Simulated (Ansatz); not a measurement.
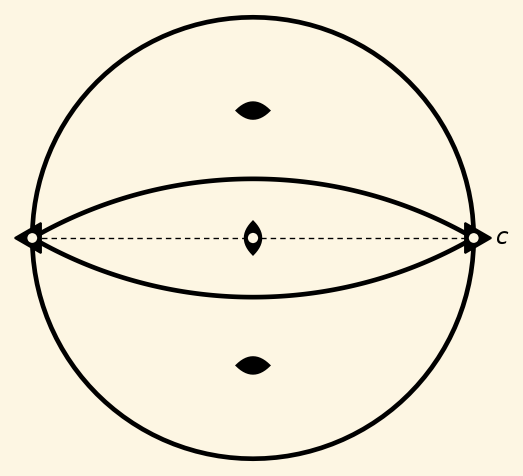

Stereographic projection: heavy lines are mirror planes (a heavy rim: a mirror in the plane of the page); lens, triangle, square and hexagon are 2-, 3-, 4- and 6-fold axes, a lens in an open square is −4, a triangle in an open hexagon −6; thin dashed diameters join the ends of axes that lie in the page; a small open circle marks inversion. The a axis points at the viewer. Computed from the symmetry operations of a computed or model structure of composition W, which need not be its known form.

Q: Which point group is this?

A: -3m (D3d), order 12, trigonal system: one threefold axis, three twofold axes, three mirror planes, an inversion centre.

Q: Can such a crystal be piezoelectric, pyroelectric or chiral?

A: It is centrosymmetric, so neither piezoelectric nor pyroelectric; it is not chiral.
